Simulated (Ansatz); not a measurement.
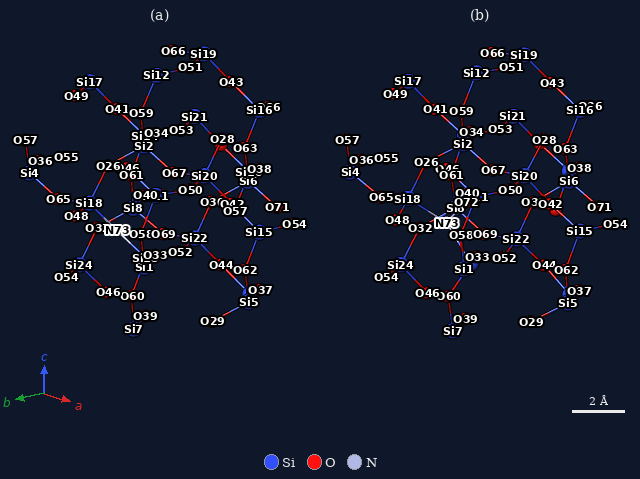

The structure of a defect cell of composition Si24O48N (cell charge +1) before (left) and after (right) a relaxation, at one scale.

The picture is a ball-and-stick view of the atoms within 5.8 Å of the atom that moves most (axes of the cell of the calculation (origin shifted)), seen from a free direction.

These are results of DFT, PBEsol, PAW, plane waves (Ansatz), not measurements. Settings: plane-wave cutoff 420 eV; k-point mesh 1 × 1 × 1; mesh shifted by (0.25, 0.25, 0.25); collinear spin; atoms relaxed in a fixed cell; force threshold 0.03 eV/Å; at most 80 steps.

### Describe what moved and what it gained.

After 10 geometry steps the energy has fallen by 6.486 eV per cell of the calculation. Largest force component: 3.8 eV/Å at the start, 0.025 eV/Å at the end. The atom that moves furthest is an O atom (0.68 Å along [−1 1 −1]). By element the largest moves are O 0.68 Å, N 0.50 Å, Si 0.29 Å. The cell stays as it was. Some distances before and after: N–O 2.308 → 1.221 Å, Si–Si 3.072 → 3.543 Å, O–Si 2.472 → 2.857 Å, N–Si 1.596 → 1.890 Å. New bonds form, among them: N–O (2.31 → 1.22 Å). Among the angles between lasting bonds that change: O–Si–N 111.3° → 96.1°, O–Si–N 109.9° → 98.7°, O–Si–N 109.6° → 100.3°. The program noted that the starting moments weren't kept. The run may lie on a higher electronic state than the lowest, so the end point isn't shown to be the ground-state structure.

Limits of the set-up: the cell is charged, on a uniform background, and energies carry no finite-size correction.
